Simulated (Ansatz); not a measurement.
# Run report: Co, geometry relaxation (part 2 of 2)

The same run, continued: Co (Fm-3m, 1 atom in the cell); DFT PBE, scalar-relativistic, plane waves, PAW, spin-polarised (Ansatz 0.2.0); cutoff 420 eV, 20×20×20 k-mesh, Gaussian smearing of 0.1 eV, collinear spins. The structure derives from a Materials Project entry.

Geometry of the input (Å; fractional positions):
```
0.0000  1.7567  1.7567
1.7567  0.0000  1.7567
1.7567  1.7567  0.0000
Co 0.0000  0.0000  0.0000
```

What the program printed, continued
```
relax step   3: F+E_penalty+E_count = -5126.13926445 eV  Δ(F+E_penalty+E_count) = -2.069e-5 eV  max|allowed force component| = 0.000e0 eV/Å  Δτ_max = 0.0000 Å  P = +0.005 GPa  Ω = 10.905 Å³  energy of the carried Pulay correction = -7.191e-5 eV  (7 SCF iters, dr2 threshold 1.00e-7 eV, accepted)
Initial wavefunctions: pseudopotential atomic-orbital guess (no wavefunctions were taken with the density)
iter 1 solved again at ethr=3.01e-9 eV; its pass at ethr=3.10e-3 eV (dr2=5.11e-7 eV) is discarded
SCF iter   1: F=—  HF=-5126.139331 eV  |F-HF|=—  |Δ(HF+E_count)|=         —  Δρ=2.58e-5 (↑1.88e-5 ↓2.58e-5)  dr2=4.57e-8  dr2_m=2.12e-9  M=1.644 μB ∫|m|=1.794 μB  β_m=0.65  ethr=3.01e-9  ⟨swp⟩=3.3  Hψ=57867  notcnv=0
preconditioner: auto → none  [metal: Δε(μ)=0.010 eV  Ē_g=15.903 eV  σ=0.100 eV  W_gap=0.06  n_scr=0 (ndim 8)  ℏωp=33.7 eV  f_vac=0.000  D(μ)=1.19/eV (n_scr^D=14)]
SCF iter   2: F=—  HF=-5126.139331 eV  |F-HF|=—  |Δ(HF+E_count)|=   7.70e-9  Δρ=5.68e-6 (↑5.56e-6 ↓5.68e-6)  dr2=7.04e-9  dr2_m=2.55e-10  M=1.644 μB ∫|m|=1.794 μB  β_m=0.54  ethr=2.69e-10  ⟨swp⟩=1.3  Hψ=7772  notcnv=0
SCF iter   3: F=—  HF=-5126.139331 eV  |F-HF|=—  |Δ(HF+E_count)|=   2.00e-8  Δρ=8.59e-6 (↑8.59e-6 ↓5.51e-6)  dr2=7.15e-9  dr2_m=3.68e-10  M=1.644 μB ∫|m|=1.794 μB  β_m=0.48  ethr=4.14e-11  ⟨swp⟩=2.0  Hψ=11520  notcnv=0
SCF iter   4: F=—  HF=-5126.139331 eV  |F-HF|=—  |Δ(HF+E_count)|=   1.45e-9  Δρ=3.09e-6 (↑9.73e-7 ↓3.09e-6)  dr2=1.09e-9  dr2_m=2.09e-10  M=1.644 μB ∫|m|=1.794 μB  β_m=0.74  ethr=4.14e-11  ⟨swp⟩=2.5  Hψ=10776  notcnv=0
SCF iter   5: F=—  HF=-5126.139331 eV  |F-HF|=—  |Δ(HF+E_count)|=   8.39e-9  Δρ=1.14e-6 (↑1.14e-6 ↓3.60e-7)  dr2=7.27e-11  dr2_m=2.33e-11  M=1.644 μB ∫|m|=1.794 μB  β_m=0.83  ethr=6.43e-12  ⟨swp⟩=2.0  Hψ=11603  notcnv=0
SCF iter   6: F=—  HF=-5126.139331 eV  |F-HF|=—  |Δ(HF+E_count)|=  5.18e-11  Δρ=2.77e-7 (↑2.77e-7 ↓6.88e-8)  dr2=4.99e-12  dr2_m=1.40e-12  M=1.644 μB ∫|m|=1.794 μB  β_m=0.90  ethr=1.00e-12  ⟨swp⟩=1.0  Hψ=7168  notcnv=0
SCF iter   7: F=-5126.139331 eV  HF=-5126.139331 eV  |F-HF|=4.55e-12  |Δ(HF+E_count)|=  9.09e-13  Δρ=2.81e-8 (↑2.81e-8 ↓8.25e-9)  dr2=2.45e-14  dr2_m=2.74e-14  M=1.644 μB ∫|m|=1.794 μB  ethr=1.00e-12  ⟨swp⟩=3.1  Hψ=24845  notcnv=0
SCF 4 converged in 7 iterations: F = -5126.139331 eV  dr2 = 2.45e-14
relax step   4: F+E_penalty+E_count = -5126.13933121 eV  Δ(F+E_penalty+E_count) = -6.676e-5 eV  max|allowed force component| = 0.000e0 eV/Å  Δτ_max = 0.0000 Å  P = +0.015 GPa  Ω = 10.905 Å³  stress off target by 1.48e-2 GPa  SCF on the basis re-selected at this cell (its energy is not comparable with the rows above)  (7 SCF iters)
```

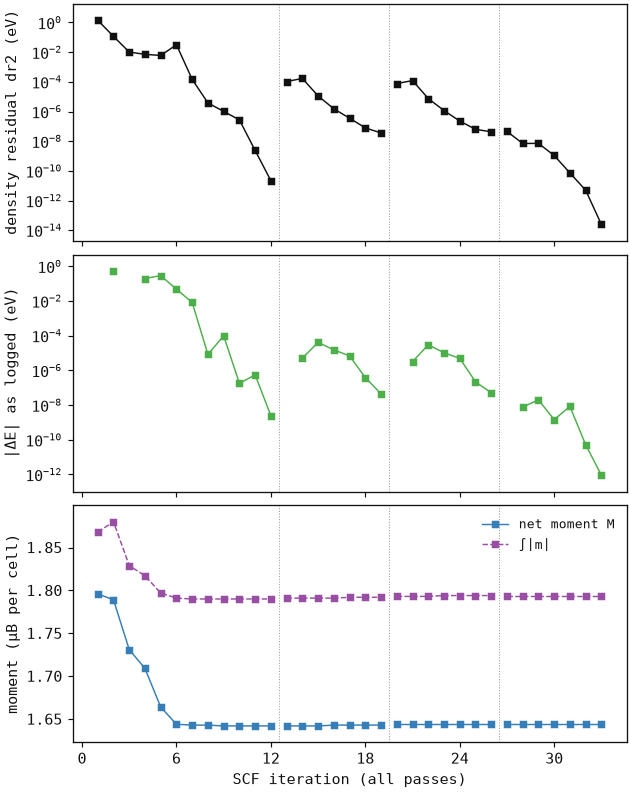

Convergence of the self-consistent field: density residual dr2, size of the energy change and magnetic moment against the SCF iteration. The dotted lines part the SCF passes of the relaxation: geometry steps, rejected trials and re-solves on a re-selected basis. The passes take 12, 7, 7 and 7 iterations. The net moment goes from 1.8 to 1.6 μB per cell.

```
basis re-selected at this cell: Δ(F+E_penalty+E_count) = -6.676e-5 eV, ΔP = +0.010 GPa vs the last step (what re-selecting the basis moved, of the pressure what is left beyond the Pulay correction that the steps carried, after the strain that the cell walked since its last selection, with what the two solves' SCF thresholds leave and, on support functions, any second-order correction that the steps lacked; it is no measure of the basis error at this ecutwfc). This SCF's stress stands 1.48e-2 GPa from its target on what of the cell is left free (relax.cell.stress_tol is 5.00e-2 GPa) and its largest allowed force component is 0.00e0 eV/Å (relax.f_tol is 5.00e-3 eV/Å): within both
SCF converged after 7 iterations
Magnetization: 1.6445 μB (9.3222 up, 7.6778 down)
Absolute magnetization: 1.7944 μB (∫|ρ↑−ρ↓|, with the PAW one-centre terms)
Spin contamination: 0.0265 ħ² per cell (⟨S²⟩ above its minimum at these occupations)
Per-site moments (μB) at R_I (Å): [(1.7131947040763564, 1.0267610218214882)]
Free energy (F): -5126.139331 eV
Harris-Foulkes:  -5126.139331 eV  (|F-HF|=4.55e-12)
Internal energy: -5126.133405 eV  (E = F + TS)
E sigma→0 (E₀):  -5126.136368 eV
Entropy (-TS):   -0.005926 eV (-5.926 meV/atom)
Fermi energy:    18.693581 eV
--- Per-component energies (eV) ---
  E_band       = -245.807779
  E_kinetic    = 453.438259
  E_local      = -2839.222323  (includes V_loc(G=0)·N_el)
  E_nonlocal   = 454.127193
  E_hartree    = 1189.698549
  E_xc         = -158.963354
  E_vxc        = -205.128532  (∫ρ·V_xc dr)
  E_paw        = -1515.110664  (= ΣΔE_a)
  E_vpaw       = -488.419592  (= ΣTr[D̂ρ^β])
  E_aug_tail   = 0.000106  (compensation charges beyond the density's cutoff)
  E_ewald      = -2710.101171
  E_smearing   = -0.005926  (= −TS)
  E_closure    = -0.000000  (closes the sum)
  Σ components = -5126.139331   (vs F -5126.139331, Δ=0.00e0)
--- Forces (eV/Å), atoms counted from 1 ---
  atom   1  Co    -0.00000000     0.00000000     0.00000000
  max |Σ_I F_I| component: 1.40e-31 eV/Å
--- Stress (GPa, compression-positive) ---
        0.014811       0.000000       0.000000
       -0.000000       0.014811      -0.000000
        0.000000      -0.000000       0.014811
  P = ⅓ Tr σ = 0.0148 GPa (0.148 kbar)
--- Band table (eV; the first three rows and the last of 512) ---
  k-point 0 ↑: bands = ["-77.4991", "-40.5705", "-40.5705", "-40.5705", "9.5745", "15.9554", "15.9554", "15.9554", "16.9959", "16.9959", "41.4349", "45.6454", "45.6454", "45.6454"]
  k-point 1 ↑: bands = ["-77.4979", "-40.5784", "-40.5716", "-40.5716", "9.6740", "15.9270", "15.9799", "15.9799", "16.9853", "16.9853", "41.2271", "44.3599", "45.4508", "45.4508"]
  k-point 2 ↑: bands = ["-77.4941", "-40.6011", "-40.5748", "-40.5748", "9.9682", "15.8491", "16.0447", "16.0447", "16.9622", "16.9622", "40.1302", "42.9676", "45.0287", "45.0287"]
  k-point 255 ↓: bands = ["-75.3377", "-38.7469", "-38.7469", "-38.6508", "15.6046", "16.5290", "16.5290", "18.8498", "20.0138", "27.0372", "27.0372", "29.3732", "30.5950", "48.5080"]
--- Relaxed structure (3 steps of the walk, 3 accepted, 1 SCFs on fresh bases) ---
  F+E_penalty+E_count = -5126.13933121 eV   max|allowed force component| = 0.000e0 eV/Å   (the final SCF, on the basis selected at the relaxed cell)
  cell:  # Å, volume = 10.9049 Å³
    - [-2.5476860164477947e-35, 1.7600719543951588, 1.7600719543951588]
    - [1.7600719543951588, -9.633437749693223e-35, 1.7600719543951588]
    - [1.7600719543951588, 1.7600719543951588, -7.722673237357377e-35]
  atoms:
    - { symbol: Co, position: [0.0, 0.0, 0.0] }
--- Löwdin populations: 1 site ---
  site symbol       q [e]    m [muB]
     0     Co     16.7738     1.7081
  spilling = 0.013307 (of n_electrons = 17.000000)
```

File populations.tsv
```
# site	symbol	l	j	q_up	q_dn
# orbitals = lowdin
# n_electrons = 17.000000
# spilling = 0.013307
0	Co	0_3S	-	0.993679	0.993940
0	Co	0_4S	-	0.463919	0.494469
0	Co	1_3P	-	2.998823	2.998673
0	Co	2_3D	-	4.784504	3.045776
```

Trajectory as extended XYZ (Å, eV, eV/Å), 4 frames, from step=1 to step=4
```
1
Lattice="0.0000 1.7567 1.7567 1.7567 0.0000 1.7567 1.7567 1.7567 0.0000" Properties=species:S:1:pos:R:3:forces:R:3 step=1 energy=-5126.13908 pressure_GPa=1.29
Co    0.0000    0.0000    0.0000    0.0000   0.0000   0.0000
1
Lattice="0.0000 1.7585 1.7585 1.7585 0.0000 1.7585 1.7585 1.7585 0.0000" Properties=species:S:1:pos:R:3:forces:R:3 step=2 energy=-5126.13924 pressure_GPa=0.59
Co    0.0000    0.0000    0.0000    0.0000   0.0000   0.0000
1
Lattice="0.0000 1.7601 1.7601 1.7601 0.0000 1.7601 1.7601 1.7601 0.0000" Properties=species:S:1:pos:R:3:forces:R:3 step=3 energy=-5126.13926 pressure_GPa=0.01
Co    0.0000    0.0000    0.0000    0.0000   0.0000   0.0000
1
Lattice="0.0000 1.7601 1.7601 1.7601 0.0000 1.7601 1.7601 1.7601 0.0000" Properties=species:S:1:pos:R:3:forces:R:3 step=4 energy=-5126.13933 pressure_GPa=0.01
Co    0.0000    0.0000    0.0000    0.0000   0.0000   0.0000
```

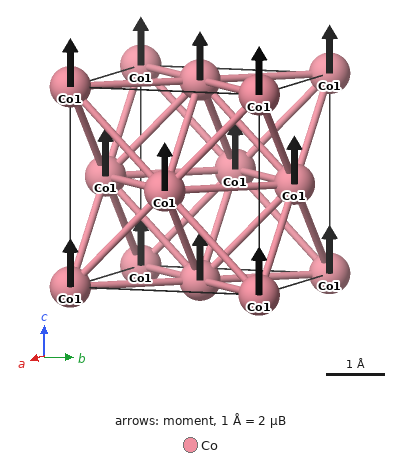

Magnetic moments of the sites as black arrows (ball-and-stick view of the cell 4 times as large as that of the calculation, set on its symmetry axes, seen slightly off an axis; atoms are numbered from 1 in the order of the input); small moments hardly show. The run is collinear, so the axis drawn is arbitrary. Site moments: Co1 (1.71 μB). They are counted near the atoms and needn't add up to the moment of the cell.
